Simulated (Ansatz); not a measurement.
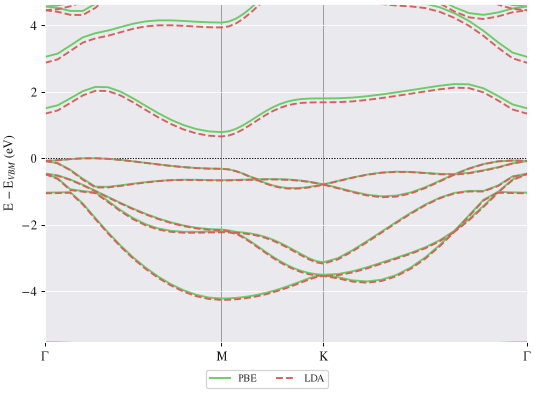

Band structures of SnSe2 (sheet), 3 atoms in the cell, by two methods on the same cell. Each is counted from its own valence-band top.

Q: How do the methods compare?

A: PBE gives a gap of 0.79 eV along the path and LDA gives a gap of 0.66 eV along the path. Over the top 3 filled bands the two differ by 0.01 eV on average.

Settings. PBE: DFT PBE, scalar-relativistic, plane waves, PAW, no spin polarisation, 12×12×1 k mesh, 420 eV cutoff, Gaussian smearing of 0.02 eV (Ansatz 0.2.0). LDA: DFT LDA, scalar-relativistic, plane waves, PAW, no spin polarisation, 12×12×1 k mesh, 420 eV cutoff (Ansatz 0.2.0).

The structure is an invented one, so it need not be a known or stable phase.
